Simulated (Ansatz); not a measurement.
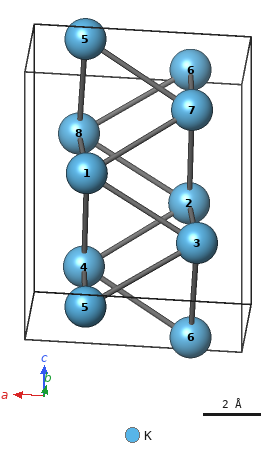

This is the input geometry for a relaxation of a crystal of K (set up in Cmce). Style: ball-and-stick. Shown: the cell of the calculation, from a free direction.

These are results of DFT PBEsol, scalar-relativistic, plane waves, PAW (Ansatz), not measurements.

The input:
```yaml
crystal:
  lattice:
    - [6.2847771, -4.98690299, 0.0]
    - [6.2847771, 4.98690299, 0.0]
    - [0.0, 0.0, 9.76707756]
  atoms:
    - { symbol: K, position: [0.74679295, 0.74679295, 0.5] }
    - { symbol: K, position: [0.25320705, 0.25320705, 0.5] }
    - { symbol: K, position: [0.23910316, 0.76089684, 0.26131128] }
    - { symbol: K, position: [0.73910316, 0.26089684, 0.23868872] }
    - { symbol: K, position: [0.75320705, 0.75320705, 0.0] }
    - { symbol: K, position: [0.24679295, 0.24679295, 0.0] }
    - { symbol: K, position: [0.26089684, 0.73910316, 0.76131128] }
    - { symbol: K, position: [0.76089684, 0.23910316, 0.73868872] }
basis:
  ecutwfc: 420
kpoints:
  mp_grid: { grid: [6, 6, 4] }
hamiltonian:
  xc: pbesol
scf:
  occupations: { method: gaussian, width: 0.1 }
output:
  forces: true
  stress: true
  eigenvalues: true
relax:
  adjacent_minimum: "off"
  f_tol: 0.005
  max_steps: 80
  cell: { stress_tol: 0.05 }
```

Q: What does the optimiser find from here?

A: The largest moves relative to the cell, 0.16 Å, are those of K3, K4, K7 and K8. K7 goes along [−1 1 −1]. Cell: a = b 8.023 → 7.798 Å (−2.8 %), c 9.767 → 9.664 Å (−1.1 %), γ 76.9° → 75.6°. Volume −7.0 %. Near-neighbour distances that change, for instance: K1–K4 4.839 → 4.582 Å, K1–K3 4.672 → 4.589 Å, K1–K3 (another image) 4.610 → 4.589 Å. The space group (tolerance 0.01 Å) goes from Cmce (No. 64) to Immm (No. 71). The energy falls by 48.4 meV per cell of the calculation in 4 accepted moves (5 points after the start). The largest force component goes from 0.02 to 0.00095 eV/Å. Pressure: −0.23 GPa at the start and 0.00 GPa at the end. At 1 point the geometry stayed and the basis and grid were re-selected for the new cell (energy shift of less than 0.05 meV per cell of the calculation at most each time).

After the run, drawn alike:

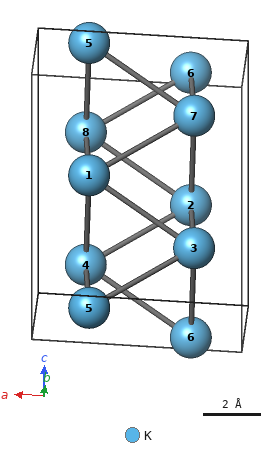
